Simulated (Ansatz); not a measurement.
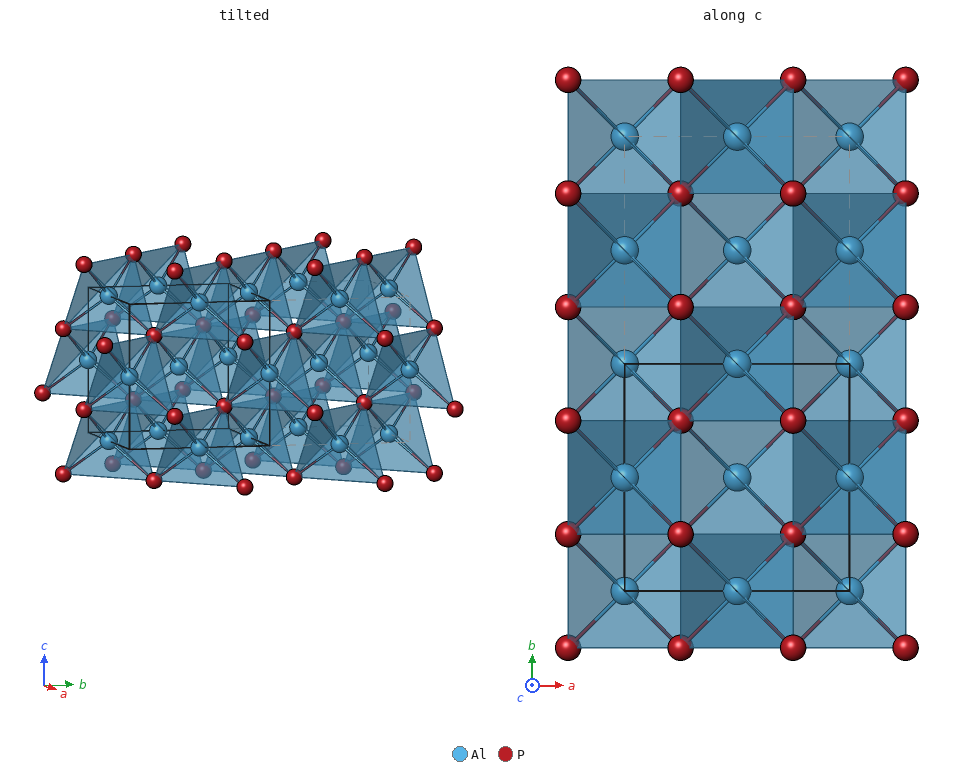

Drawn in the polyhedral manner and seen slightly off an axis and along the c axis. One drawn cell (a repeat of the simulation cell) is drawn solid; the view covers 1×2×1 cells. A few atoms beyond the faces are included.

AlP, a = 5.48 Å, b = 5.53 Å, c = 5.53 Å, α = 90.58°, β = 90.00°, γ = 90.00°.

Level of theory and settings: DFT PBE, scalar-relativistic, plane waves, PAW (Ansatz), plane waves up to 420 eV, k-points about 0.20 Å⁻¹ apart, Gaussian smearing of 0.02 eV, no spin polarisation.

Does it come out as a metal, or with a gap?

Answer. A semiconductor at this level, with a gap of 1.57 eV.

Which way would the volume go on relaxing?

Answer. The computed pressure is -0.4 GPa (stretched: it would shrink).

The structure comes from a structure listed in the Materials Project. The cell was then strained or its atoms displaced on purpose. It was the input of a calculation with Ansatz.
